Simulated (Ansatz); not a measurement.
ZnS

```cif
data_structure
_symmetry_space_group_name_H-M 'P 1'
_symmetry_Int_Tables_number 1
_cell_length_a 5.4431
_cell_length_b 5.4431
_cell_length_c 5.4431
_cell_angle_alpha 90.286
_cell_angle_beta 90.000
_cell_angle_gamma 90.000
_cell_volume 161.27
loop_
_atom_site_label
_atom_site_type_symbol
_atom_site_fract_x
_atom_site_fract_y
_atom_site_fract_z
_atom_site_occupancy
Zn1 Zn 0.00000 0.50000 0.50000 1
Zn2 Zn 0.50000 0.00000 0.50000 1
Zn3 Zn 0.00000 0.00000 0.00000 1
Zn4 Zn 0.50000 0.50000 0.00000 1
S1 S 0.25000 0.75000 0.75000 1
S2 S 0.75000 0.25000 0.75000 1
S3 S 0.25000 0.25000 0.25000 1
S4 S 0.75000 0.75000 0.25000 1
```

Space group Imm2; changed on purpose from its base cell (strain +0.0050 x Voigt [0, 0, 0, 0, 1, 0], atoms carried along).

Level of theory: DFT PBE, scalar-relativistic, plane waves, PAW (Ansatz 0.2.0).

The density is the valence pseudo-density of a PAW calculation; it isn't the true density close to the nuclei.

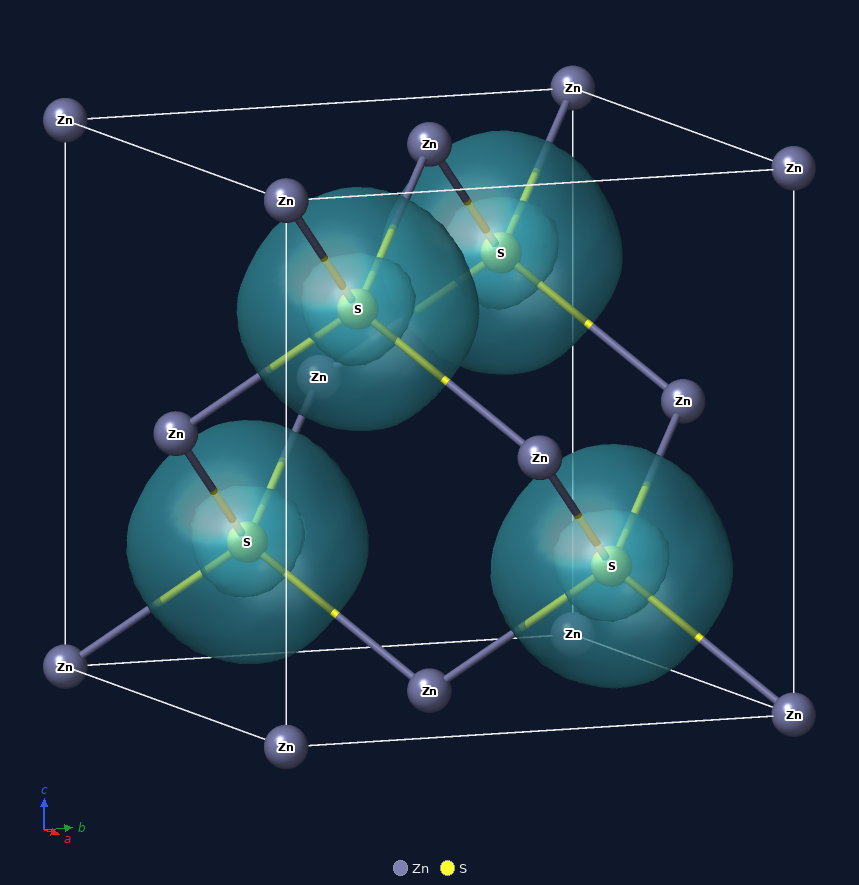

Figure 1. Isosurface of the electron localisation function at 0.7 (cyan), seen slightly off an axis. Core shells and regions of very low density are left out. Sticks mark near contacts.

Question: What do the ELF domains correspond to?

Answer: At this value the surface marks out four regions wrapped around S (the valence shell of each), counted in one cell of 8 atoms. Any copies at cell faces, edges or corners count once. Profiles from the grid: Zn–S (2.35 Å): the ELF peaks at about 0.90 in the valence shell of S, 0.8 Å from its nucleus, and is about 0.55 at the midpoint.

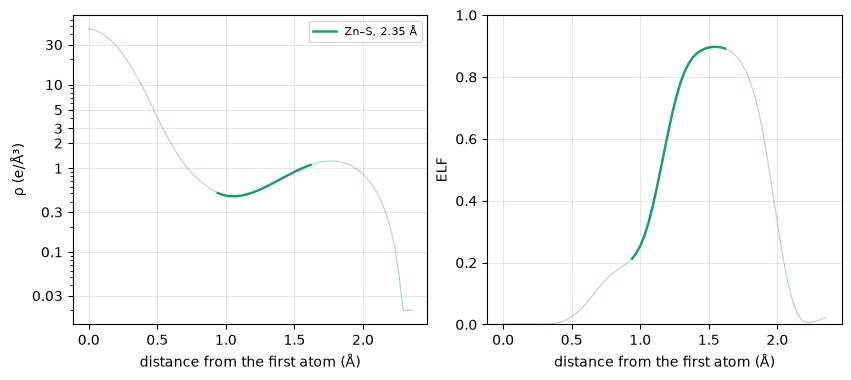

Figure 2. Valence electron density and ELF along straight lines between neighbouring atoms. Thin, pale parts lie inside the atomic spheres.

Question: What can be read from the curves?

Answer: Zn–S (2.35 Å): ρ at the midpoint is about 0.5 e/Å³; the ELF peaks at about 0.90 in the valence shell of S, 0.8 Å from its nucleus, and is about 0.55 at the midpoint.

Question: Metal or insulator at this level of theory?

Answer: It is gapped, with a Kohn–Sham gap of 2.0 eV on the k-point mesh (the band edges may lie off the mesh, which would make the gap smaller).
